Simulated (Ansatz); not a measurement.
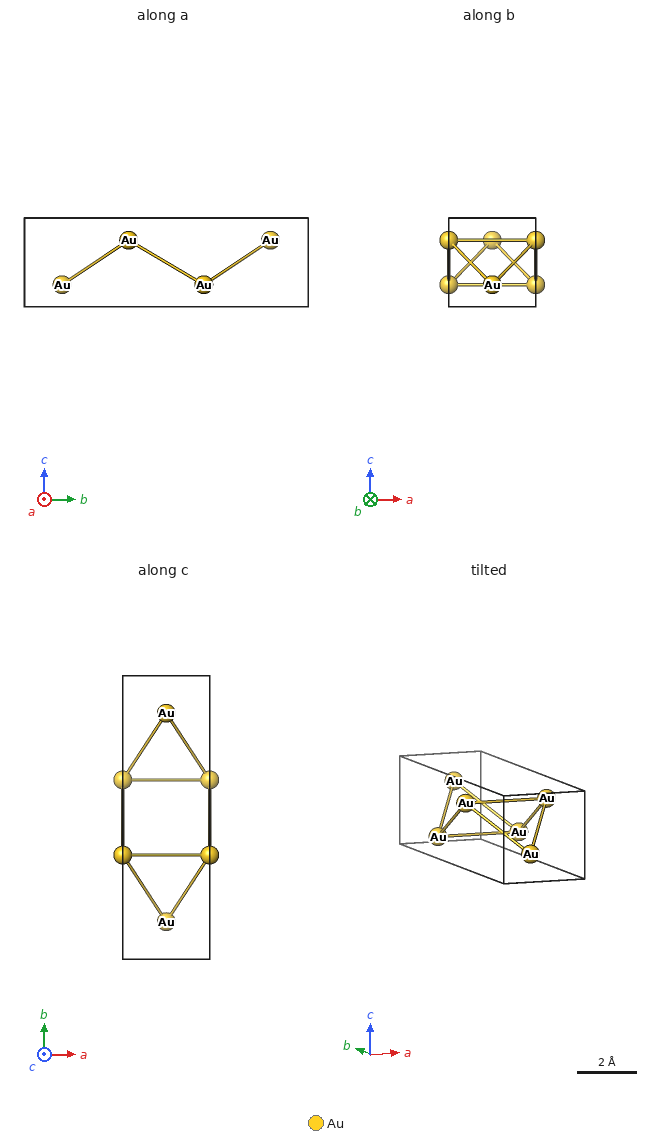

A ball-and-stick rendering, viewed along the a axis, along the b axis, along the c axis and slightly off an axis. Atoms at the boundary of the conventional unit cell (the box) are drawn once for each face, edge or corner they touch.

Lattice parameters: a = 2.9536 Å, b = 9.6299 Å, c = 3.0195 Å, α = 90.000°, β = 90.000°, γ = 90.000°.

**Give the structure in the form of a CIF with its space group and independent sites, with free fractional coordinates to two decimals.**

```cif
data_structure
_symmetry_space_group_name_H-M 'C m c m'
_symmetry_Int_Tables_number 63
_cell_length_a 2.9536
_cell_length_b 9.6299
_cell_length_c 3.0195
_cell_angle_alpha 90.000
_cell_angle_beta 90.000
_cell_angle_gamma 90.000
_cell_volume 85.88
loop_
_atom_site_label
_atom_site_type_symbol
_atom_site_symmetry_multiplicity
_atom_site_Wyckoff_symbol
_atom_site_fract_x
_atom_site_fract_y
_atom_site_fract_z
_atom_site_occupancy
Au1 Au 4 c 0.00 0.63 0.25 1
```

Provenance: a structure type filled with this element by a generator (whether the element takes this form wasn't checked). Earlier steps of the study may have refined or changed the cell and positions. A calculation with Ansatz used it as input.

At this level of theory the cell isn't at rest (stretched, at -9 GPa), so its distances can differ from those at equilibrium, the more so the softer the solid.
